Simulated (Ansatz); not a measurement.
## Electronic structure of Ge in real space

```cif
data_structure
_symmetry_space_group_name_H-M 'P 1'
_symmetry_Int_Tables_number 1
_cell_length_a 6.9393
_cell_length_b 6.9393
_cell_length_c 6.9393
_cell_angle_alpha 90.000
_cell_angle_beta 90.000
_cell_angle_gamma 90.000
_cell_volume 334.16
loop_
_atom_site_label
_atom_site_type_symbol
_atom_site_fract_x
_atom_site_fract_y
_atom_site_fract_z
_atom_site_occupancy
Ge1 Ge 0.64792 0.14792 0.35208 1
Ge2 Ge 0.14792 0.64792 0.85208 1
Ge3 Ge 0.35208 0.64792 0.14792 1
Ge4 Ge 0.85208 0.14792 0.64792 1
Ge5 Ge 0.14792 0.35208 0.64792 1
Ge6 Ge 0.64792 0.85208 0.14792 1
Ge7 Ge 0.35208 0.35208 0.35208 1
Ge8 Ge 0.85208 0.85208 0.85208 1
Ge9 Ge 0.85208 0.35208 0.14792 1
Ge10 Ge 0.35208 0.85208 0.64792 1
Ge11 Ge 0.14792 0.85208 0.35208 1
Ge12 Ge 0.64792 0.35208 0.85208 1
Ge13 Ge 0.35208 0.14792 0.85208 1
Ge14 Ge 0.85208 0.64792 0.35208 1
Ge15 Ge 0.14792 0.14792 0.14792 1
Ge16 Ge 0.64792 0.64792 0.64792 1
```

Space group Ia-3; a structure from a database of computed crystals, not necessarily the ambient phase.

Level of theory: DFT PBEsol, scalar-relativistic, plane waves, PAW in Ansatz.

In a PAW calculation such maps are meaningful between the atoms, not at the nuclei.

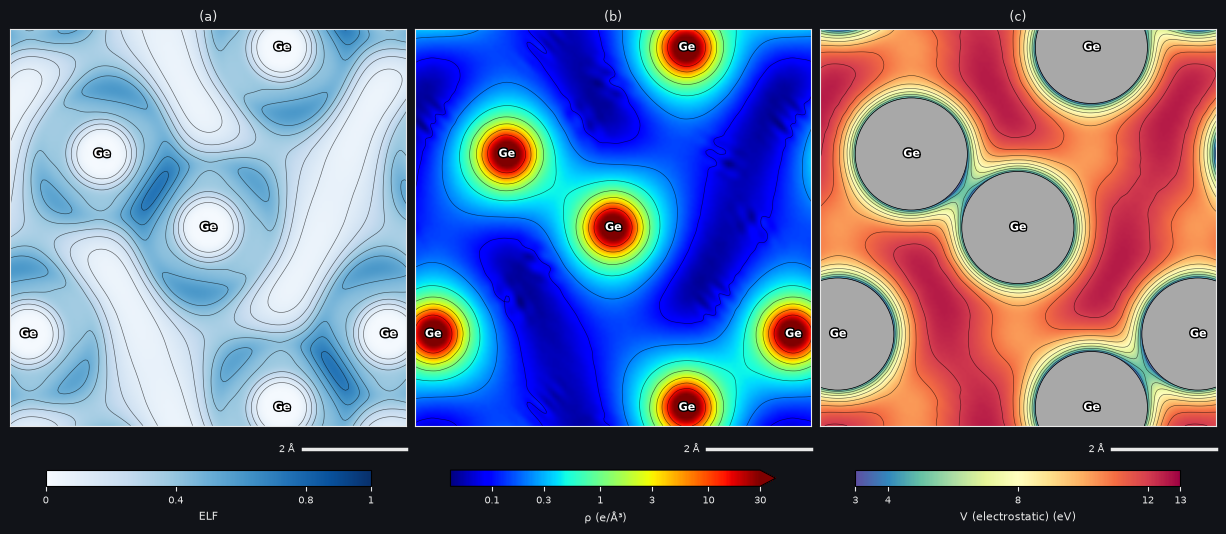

Figure 1. (a) electron localisation function; (b) valence electron density; (c) electrostatic potential energy of an electron on the (100) plane of the conventional cell. Grey discs cover the atomic cores in the potential map.

Question: What do the fields say about this system?

Answer: The plane passes through Ge nuclei.
Ge–Ge (2.49 Å): the density is about 0.46 e/Å³ at the midpoint; the ELF peaks at about 0.75 between the atoms.
Between the atoms the lowest density in this plane is 0.04 e/Å³.
Outside the cores the potential energy rises away from the atoms and is highest about 2.0 Å from the nearest atoms; its zero is arbitrary.

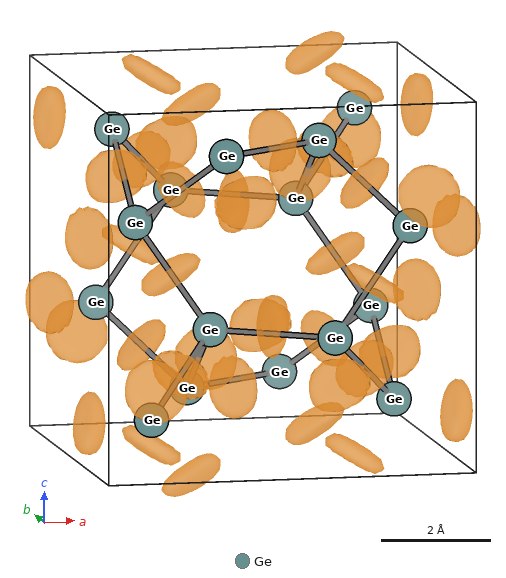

Figure 2. Isosurface of the ELF at 0.65 (orange), seen slightly off an axis. Core shells and regions of very low density are left out. Sticks mark near contacts.

Question: What do the ELF domains correspond to?

Answer: The surface consists of 32 regions between bonded Ge–Ge atoms, counted in one cell of 16 atoms. Any copies at cell faces, edges or corners count once. Along the contacts the grid gives the following. Ge–Ge (2.45 Å): the ELF peaks at about 0.75 between the atoms.

Question: Metal or insulator at this level of theory?

Answer: It is metallic or semimetallic at this level of theory: no gap opens.
